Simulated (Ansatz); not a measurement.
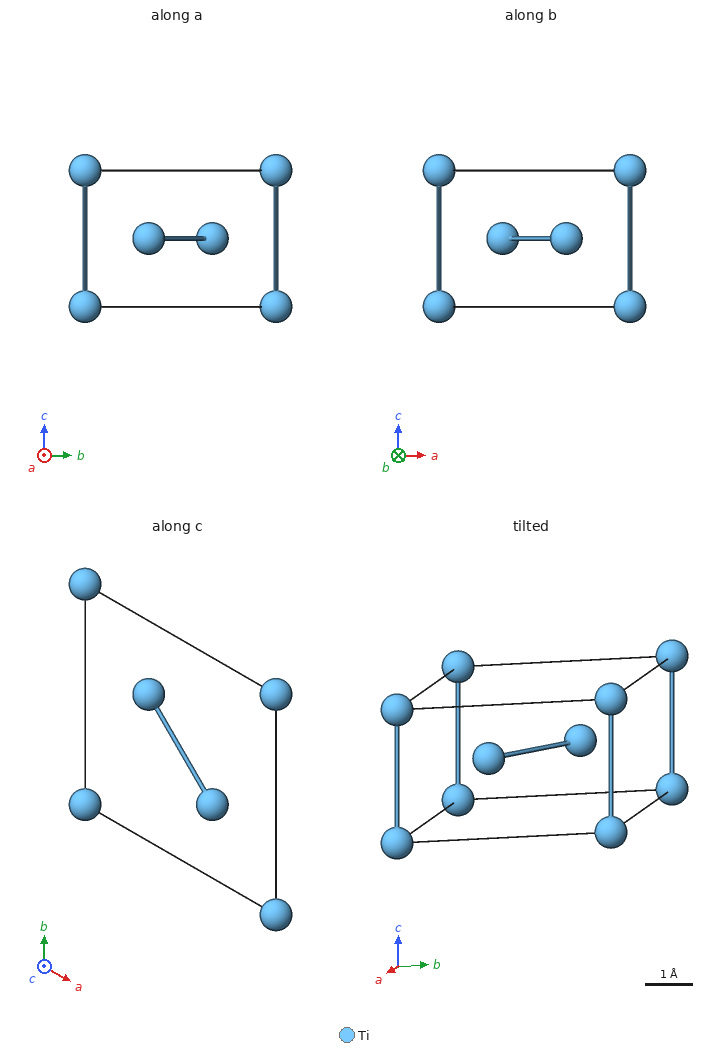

The structure above is drawn in ball-and-stick style and viewed along the a axis, along the b axis, along the c axis and slightly off an axis. The edges of the conventional unit cell are marked.

Lattice parameters: a = 4.7356 Å, b = 4.7356 Å, c = 2.9238 Å, α = 90.000°, β = 90.000°, γ = 120.000°.

Convert the drawing into a CIF with its space group and independent sites.

```cif
data_structure
_symmetry_space_group_name_H-M 'P 6/m m m'
_symmetry_Int_Tables_number 191
_cell_length_a 4.7356
_cell_length_b 4.7356
_cell_length_c 2.9238
_cell_angle_alpha 90.000
_cell_angle_beta 90.000
_cell_angle_gamma 120.000
_cell_volume 56.79
loop_
_atom_site_label
_atom_site_type_symbol
_atom_site_symmetry_multiplicity
_atom_site_Wyckoff_symbol
_atom_site_fract_x
_atom_site_fract_y
_atom_site_fract_z
_atom_site_occupancy
Ti1 Ti 1 a 0.0000 0.0000 0.0000 1
Ti2 Ti 2 d 0.3333 0.6667 0.5000 1
```

It goes back to a structure type filled with this element by a generator (whether the element takes this form wasn't checked). Earlier steps of the study may have refined or changed the cell and positions. It went into a calculation with Ansatz.

At this level of theory the cell isn't at rest (stretched, at -7 GPa), so its distances can differ from those at equilibrium, the more so the softer the solid.
